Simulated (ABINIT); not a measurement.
## Ce: optical-spectrum calculation (part 2 of 3)

The same run, continued: Ce (Fm-3m, 1 atom in the cell); Kohn-Sham DFT of a periodic cell, PBE, PseudoDojo NC SR PBE v0.4 lanthanides 3+ (4f in core; v0.4.1 standard for the other elements), spin-polarised (ABINIT 10.8.3); cutoff 653.07 eV, 10×10×10 k-mesh, Gaussian smearing of 0.2 eV, collinear spins. The structure derives from an entry of the Crystallography Open Database. The geometry was changed: volume scaled by 0.92.

Geometry of the input (Å; fractional positions):
```
0.0000  2.5099  2.5099
2.5099  0.0000  2.5099
2.5099  2.5099  0.0000
Ce 0.0000  0.0000  0.0000
```

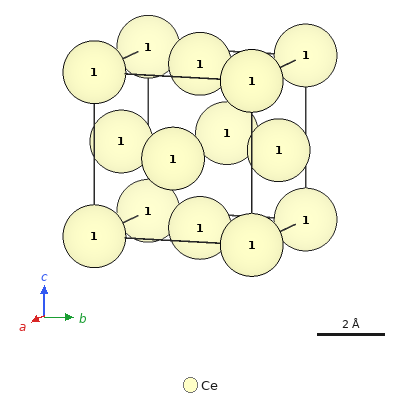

*The structure as given in the input (spheres-only view of the cell 4 times as large as that of the calculation, set on its symmetry axes, seen slightly off an axis; atoms are numbered from 1 in the order of the input).*

### Output, continued
```
                       0.000000  0.000000  0.000000  0.000000  0.000000  0.000000
                       0.000000  0.000000  0.000000  0.000000
                       1.000000  1.000000  1.000000  1.000000  1.000000  1.000000
                       0.000000  0.000000  0.000000  0.000000  0.000000  0.000000
                       0.000000  0.000000  0.000000  0.000000
                       1.000000  1.000000  1.000000  1.000000  1.000000  1.000000
                       0.000000  0.000000  0.000000  0.000000  0.000000  0.000000
                       0.000000  0.000000  0.000000  0.000000
                       1.000000  1.000000  1.000000  1.000000  1.000000  1.000000
                       0.000000  0.000000  0.000000  0.000000  0.000000  0.000000
                       0.000000  0.000000  0.000000  0.000000
                       1.000000  1.000000  1.000000  1.000000  1.000000  1.000000
                       0.000000  0.000000  0.000000  0.000000  0.000000  0.000000
                       0.000000  0.000000  0.000000  0.000000
                       1.000000  1.000000  1.000000  1.000000  1.000000  1.000000
                       0.000000  0.000000  0.000000  0.000000  0.000000  0.000000
                       0.000000  0.000000  0.000000  0.000000
                       1.000000  1.000000  1.000000  1.000000  1.000000  1.000000
                       0.000000  0.000000  0.000000  0.000000  0.000000  0.000000
                       0.000000  0.000000  0.000000  0.000000
                       1.000000  1.000000  1.000000  1.000000  1.000000  1.000000
                       0.000000  0.000000  0.000000  0.000000  0.000000  0.000000
                       0.000000  0.000000  0.000000  0.000000
                       1.000000  1.000000  1.000000  1.000000  1.000000  1.000000
                       0.000000  0.000000  0.000000  0.000000  0.000000  0.000000
                       0.000000  0.000000  0.000000  0.000000
                       1.000000  1.000000  1.000000  1.000000  1.000000  1.000000
                       0.000000  0.000000  0.000000  0.000000  0.000000  0.000000
                       0.000000  0.000000  0.000000  0.000000
                       1.000000  1.000000  1.000000  1.000000  1.000000  1.000000
                       0.000000  0.000000  0.000000  0.000000  0.000000  0.000000
                       0.000000  0.000000  0.000000  0.000000
                       1.000000  1.000000  1.000000  1.000000  1.000000  1.000000
                       0.000000  0.000000  0.000000  0.000000  0.000000  0.000000
                       0.000000  0.000000  0.000000  0.000000
                       1.000000  1.000000  1.000000  1.000000  1.000000  1.000000
                       0.000000  0.000000  0.000000  0.000000  0.000000  0.000000
                       0.000000  0.000000  0.000000  0.000000
                       1.000000  1.000000  1.000000  1.000000  1.000000  1.000000
                       0.000000  0.000000  0.000000  0.000000  0.000000  0.000000
                       0.000000  0.000000  0.000000  0.000000
                       1.000000  1.000000  1.000000  1.000000  1.000000  1.000000
                       0.000000  0.000000  0.000000  0.000000  0.000000  0.000000
                       0.000000  0.000000  0.000000  0.000000
                       1.000000  1.000000  1.000000  1.000000  1.000000  1.000000
                       0.000000  0.000000  0.000000  0.000000  0.000000  0.000000
                       0.000000  0.000000  0.000000  0.000000
                       1.000000  1.000000  1.000000  1.000000  1.000000  1.000000
                       0.000000  0.000000  0.000000  0.000000  0.000000  0.000000
                       0.000000  0.000000  0.000000  0.000000
                       1.000000  1.000000  1.000000  1.000000  1.000000  1.000000
                       0.000000  0.000000  0.000000  0.000000  0.000000  0.000000
                       0.000000  0.000000  0.000000  0.000000
                       1.000000  1.000000  1.000000  1.000000  1.000000  1.000000
                       0.000000  0.000000  0.000000  0.000000  0.000000  0.000000
                       0.000000  0.000000  0.000000  0.000000
                       1.000000  1.000000  1.000000  1.000000  1.000000  1.000000
                       0.000000  0.000000  0.000000  0.000000  0.000000  0.000000
                       0.000000  0.000000  0.000000  0.000000
                       1.000000  1.000000  1.000000  1.000000  1.000000  1.000000
                       0.000000  0.000000  0.000000  0.000000  0.000000  0.000000
                       0.000000  0.000000  0.000000  0.000000
                       1.000000  1.000000  1.000000  1.000000  1.000000  1.000000
                       0.000000  0.000000  0.000000  0.000000  0.000000  0.000000
                       0.000000  0.000000  0.000000  0.000000
                       1.000000  1.000000  1.000000  1.000000  1.000000  1.000000
                       0.000000  0.000000  0.000000  0.000000  0.000000  0.000000
                       0.000000  0.000000  0.000000  0.000000
                       1.000000  1.000000  1.000000  1.000000  1.000000  1.000000
                       0.000000  0.000000  0.000000  0.000000  0.000000  0.000000
                       0.000000  0.000000  0.000000  0.000000
                       1.000000  1.000000  1.000000  1.000000  1.000000  1.000000
                       0.000000  0.000000  0.000000  0.000000  0.000000  0.000000
                       0.000000  0.000000  0.000000  0.000000
                       1.000000  1.000000  1.000000  1.000000  1.000000  1.000000
                       0.000000  0.000000  0.000000  0.000000  0.000000  0.000000
                       0.000000  0.000000  0.000000  0.000000
                       1.000000  1.000000  1.000000  1.000000  1.000000  1.000000
                       0.000000  0.000000  0.000000  0.000000  0.000000  0.000000
                       0.000000  0.000000  0.000000  0.000000
                       1.000000  1.000000  1.000000  1.000000  1.000000  1.000000
                       0.000000  0.000000  0.000000  0.000000  0.000000  0.000000
                       0.000000  0.000000  0.000000  0.000000
                       1.000000  1.000000  1.000000  1.000000  1.000000  1.000000
                       0.000000  0.000000  0.000000  0.000000  0.000000  0.000000
                       0.000000  0.000000  0.000000  0.000000
                       1.000000  1.000000  1.000000  1.000000  1.000000  1.000000
                       0.000000  0.000000  0.000000  0.000000  0.000000  0.000000
                       0.000000  0.000000  0.000000  0.000000
                       1.000000  1.000000  1.000000  1.000000  1.000000  1.000000
                       0.000000  0.000000  0.000000  0.000000  0.000000  0.000000
                       0.000000  0.000000  0.000000  0.000000
                       1.000000  1.000000  1.000000  1.000000  1.000000  1.000000
                       0.000000  0.000000  0.000000  0.000000  0.000000  0.000000
                       0.000000  0.000000  0.000000  0.000000
                       1.000000  1.000000  1.000000  1.000000  1.000000  1.000000
                       0.000000  0.000000  0.000000  0.000000  0.000000  0.000000
                       0.000000  0.000000  0.000000  0.000000
                       1.000000  1.000000  1.000000  1.000000  1.000000  1.000000
                       0.000000  0.000000  0.000000  0.000000  0.000000  0.000000
                       0.000000  0.000000  0.000000  0.000000
                       1.000000  1.000000  1.000000  1.000000  1.000000  1.000000
                       0.000000  0.000000  0.000000  0.000000  0.000000  0.000000
                       0.000000  0.000000  0.000000  0.000000
                       1.000000  1.000000  1.000000  1.000000  1.000000  1.000000
                       0.000000  0.000000  0.000000  0.000000  0.000000  0.000000
                       0.000000  0.000000  0.000000  0.000000
                       1.000000  1.000000  1.000000  1.000000  1.000000  1.000000
                       0.000000  0.000000  0.000000  0.000000  0.000000  0.000000
                       0.000000  0.000000  0.000000  0.000000
                       1.000000  1.000000  1.000000  1.000000  1.000000  1.000000
                       0.000000  0.000000  0.000000  0.000000  0.000000  0.000000
                       0.000000  0.000000  0.000000  0.000000
                       1.000000  1.000000  1.000000  1.000000  1.000000  1.000000
                       0.000000  0.000000  0.000000  0.000000  0.000000  0.000000
                       0.000000  0.000000  0.000000  0.000000
                       prtocc : prtvol=0, do not print more k-points.
                       prtocc : prtvol=0, do not print more k-points.
                       1.000000  1.000000  1.000000  1.000000  1.000000  1.000000
                       0.000000  0.000000  0.000000  0.000000  0.000000  0.000000
                       1.000000  1.000000  1.000000  1.000000  1.000000  1.000000
                       0.000000  0.000000  0.000000  0.000000  0.000000  0.000000
                       1.000000  1.000000  1.000000  1.000000  1.000000  1.000000
                       0.000000  0.000000  0.000000  0.000000  0.000000  0.000000
                       1.000000  1.000000  1.000000  1.000000  1.000000  1.000000
                       0.000000  0.000000  0.000000  0.000000  0.000000  0.000000
                       1.000000  1.000000  1.000000  1.000000  1.000000  1.000000
                       0.000000  0.000000  0.000000  0.000000  0.000000  0.000000
                       1.000000  1.000000  1.000000  1.000000  1.000000  1.000000
                       0.000000  0.000000  0.000000  0.000000  0.000000  0.000000
                       1.000000  1.000000  1.000000  1.000000  1.000000  1.000000
                       0.000000  0.000000  0.000000  0.000000  0.000000  0.000000
                       1.000000  1.000000  1.000000  1.000000  1.000000  1.000000
                       0.000000  0.000000  0.000000  0.000000  0.000000  0.000000
                       1.000000  1.000000  1.000000  1.000000  1.000000  1.000000
                       0.000000  0.000000  0.000000  0.000000  0.000000  0.000000
                       1.000000  1.000000  1.000000  1.000000  1.000000  1.000000
                       0.000000  0.000000  0.000000  0.000000  0.000000  0.000000
                       1.000000  1.000000  1.000000  1.000000  1.000000  1.000000
                       0.000000  0.000000  0.000000  0.000000  0.000000  0.000000
                       1.000000  1.000000  1.000000  1.000000  1.000000  1.000000
                       0.000000  0.000000  0.000000  0.000000  0.000000  0.000000
                       1.000000  1.000000  1.000000  1.000000  1.000000  1.000000
                       0.000000  0.000000  0.000000  0.000000  0.000000  0.000000
                       1.000000  1.000000  1.000000  1.000000  1.000000  1.000000
                       0.000000  0.000000  0.000000  0.000000  0.000000  0.000000
                       1.000000  1.000000  1.000000  1.000000  1.000000  1.000000
                       0.000000  0.000000  0.000000  0.000000  0.000000  0.000000
                       1.000000  1.000000  1.000000  1.000000  1.000000  1.000000
                       0.000000  0.000000  0.000000  0.000000  0.000000  0.000000
                       1.000000  1.000000  1.000000  1.000000  1.000000  1.000000
                       0.000000  0.000000  0.000000  0.000000  0.000000  0.000000
                       1.000000  1.000000  1.000000  1.000000  1.000000  1.000000
                       0.000000  0.000000  0.000000  0.000000  0.000000  0.000000
                       1.000000  1.000000  1.000000  1.000000  1.000000  1.000000
                       0.000000  0.000000  0.000000  0.000000  0.000000  0.000000
                       1.000000  1.000000  1.000000  1.000000  1.000000  1.000000
                       0.000000  0.000000  0.000000  0.000000  0.000000  0.000000
                       1.000000  1.000000  1.000000  1.000000  1.000000  1.000000
                       0.000000  0.000000  0.000000  0.000000  0.000000  0.000000
                       1.000000  1.000000  1.000000  1.000000  1.000000  1.000000
                       0.000000  0.000000  0.000000  0.000000  0.000000  0.000000
                       1.000000  1.000000  1.000000  1.000000  1.000000  1.000000
                       0.000000  0.000000  0.000000  0.000000  0.000000  0.000000
                       1.000000  1.000000  1.000000  1.000000  1.000000  1.000000
                       0.000000  0.000000  0.000000  0.000000  0.000000  0.000000
                       1.000000  1.000000  1.000000  1.000000  1.000000  1.000000
                       0.000000  0.000000  0.000000  0.000000  0.000000  0.000000
                       1.000000  1.000000  1.000000  1.000000  1.000000  1.000000
                       0.000000  0.000000  0.000000  0.000000  0.000000  0.000000
                       1.000000  1.000000  1.000000  1.000000  1.000000  1.000000
                       0.000000  0.000000  0.000000  0.000000  0.000000  0.000000
                       1.000000  1.000000  1.000000  1.000000  1.000000  1.000000
                       0.000000  0.000000  0.000000  0.000000  0.000000  0.000000
                       1.000000  1.000000  1.000000  1.000000  1.000000  1.000000
                       0.000000  0.000000  0.000000  0.000000  0.000000  0.000000
                       1.000000  1.000000  1.000000  1.000000  1.000000  1.000000
                       0.000000  0.000000  0.000000  0.000000  0.000000  0.000000
                       1.000000  1.000000  1.000000  1.000000  1.000000  1.000000
                       0.000000  0.000000  0.000000  0.000000  0.000000  0.000000
                       1.000000  1.000000  1.000000  1.000000  1.000000  1.000000
                       0.000000  0.000000  0.000000  0.000000  0.000000  0.000000
                       1.000000  1.000000  1.000000  1.000000  1.000000  1.000000
                       0.000000  0.000000  0.000000  0.000000  0.000000  0.000000
                       1.000000  1.000000  1.000000  1.000000  1.000000  1.000000
                       0.000000  0.000000  0.000000  0.000000  0.000000  0.000000
                       1.000000  1.000000  1.000000  1.000000  1.000000  1.000000
                       0.000000  0.000000  0.000000  0.000000  0.000000  0.000000
                       1.000000  1.000000  1.000000  1.000000  1.000000  1.000000
                       0.000000  0.000000  0.000000  0.000000  0.000000  0.000000
                       1.000000  1.000000  1.000000  1.000000  1.000000  1.000000
                       0.000000  0.000000  0.000000  0.000000  0.000000  0.000000
                       1.000000  1.000000  1.000000  1.000000  1.000000  1.000000
                       0.000000  0.000000  0.000000  0.000000  0.000000  0.000000
                       1.000000  1.000000  1.000000  1.000000  1.000000  1.000000
                       0.000000  0.000000  0.000000  0.000000  0.000000  0.000000
                       1.000000  1.000000  1.000000  1.000000  1.000000  1.000000
                       0.000000  0.000000  0.000000  0.000000  0.000000  0.000000
                       1.000000  1.000000  1.000000  1.000000  1.000000  1.000000
                       0.000000  0.000000  0.000000  0.000000  0.000000  0.000000
                       1.000000  1.000000  1.000000  1.000000  1.000000  1.000000
                       0.000000  0.000000  0.000000  0.000000  0.000000  0.000000
                       1.000000  1.000000  1.000000  1.000000  1.000000  1.000000
                       0.000000  0.000000  0.000000  0.000000  0.000000  0.000000
                       1.000000  1.000000  1.000000  1.000000  1.000000  1.000000
                       0.000000  0.000000  0.000000  0.000000  0.000000  0.000000
                       1.000000  1.000000  1.000000  1.000000  1.000000  1.000000
                       0.000000  0.000000  0.000000  0.000000  0.000000  0.000000
                       1.000000  1.000000  1.000000  1.000000  1.000000  1.000000
                       0.000000  0.000000  0.000000  0.000000  0.000000  0.000000
                       1.000000  1.000000  1.000000  1.000000  1.000000  1.000000
                       0.000000  0.000000  0.000000  0.000000  0.000000  0.000000
                       1.000000  1.000000  1.000000  1.000000  1.000000  1.000000
                       0.000000  0.000000  0.000000  0.000000  0.000000  0.000000
                       1.000000  1.000000  1.000000  1.000000  1.000000  1.000000
                       0.000000  0.000000  0.000000  0.000000  0.000000  0.000000
                       1.000000  1.000000  1.000000  1.000000  1.000000  1.000000
                       0.000000  0.000000  0.000000  0.000000  0.000000  0.000000
                       prtocc : prtvol=0, do not print more k-points.
           occopt           7
        optdriver1          0
        optdriver2          0
        optdriver3          8
           prtden1          1
           prtden2          0
           prtden3          1
        prtebands           0
           prteig           0
           prtevk1          0
           prtevk2          0
           prtevk3          1
            prtwf1          0
            prtwf2          1
            prtwf3          1
            rprim      0.0000000000E+00  7.0710678120E-01  7.0710678120E-01
                       7.0710678120E-01  0.0000000000E+00  7.0710678120E-01
                       7.0710678120E-01  7.0710678120E-01  0.0000000000E+00
           shiftk      5.00000000E-01  5.00000000E-01  5.00000000E-01
          spgroup         225
           spinat      0.0000000000E+00  0.0000000000E+00  1.0000000000E+00
           tolsym      1.00000000E-06
           tolvrs1     1.00000000E-12
           tolvrs2     0.00000000E+00
           tolvrs3     0.00000000E+00
           tolwfr1     0.00000000E+00
           tolwfr2     1.00000000E-12
           tolwfr3     0.00000000E+00
           tsmear      7.34986000E-03 Hartree
            typat      1
         wfk_task1          0
         wfk_task2          0
         wfk_task3          7
                       outvars : Printing only first  50 k-points.
            znucl       58.00000

================================================================================

 chkinp: Checking input parameters for consistency, jdtset=   1.

 chkinp: Checking input parameters for consistency, jdtset=   2.

 chkinp: Checking input parameters for consistency, jdtset=   3.

================================================================================
== DATASET  1 ==================================================================

--- !DatasetInfo
iteration_state: {dtset: 1, }
dimensions: {natom: 1, nkpt: 110, mband: 13, nsppol: 2, nspinor: 1, nspden: 2, mpw: 1239, }
cutoff_energies: {ecut:  24.0, pawecutdg:  -1.0, }
electrons: {nelect:   1.10000000E+01, charge:   0.00000000E+00, occopt:   7.00000000E+00, tsmear:   7.34986000E-03, }
meta: {optdriver: 0, ionmov: 0, optcell: 0, iscf: 7, paral_kgb: 0, }
...

 Exchange-correlation functional for the present dataset will be:
  GGA: Perdew-Burke-Ernzerhof functional - ixc=11
  J.P.Perdew, K.Burke, M.Ernzerhof, PRL 77, 3865 (1996)

 Real(R)+Recip(G) space primitive vectors, cartesian coordinates (Bohr,Bohr^-1):
 R(1)=  0.0000000  4.7429532  4.7429532  G(1)= -0.1054196  0.1054196  0.1054196
 R(2)=  4.7429532  0.0000000  4.7429532  G(2)=  0.1054196 -0.1054196  0.1054196
 R(3)=  4.7429532  4.7429532  0.0000000  G(3)=  0.1054196  0.1054196 -0.1054196
 Unit cell volume ucvol=  2.1339120E+02 bohr^3
 Angles (23,13,12)=  6.00000000E+01  6.00000000E+01  6.00000000E+01 degrees
```
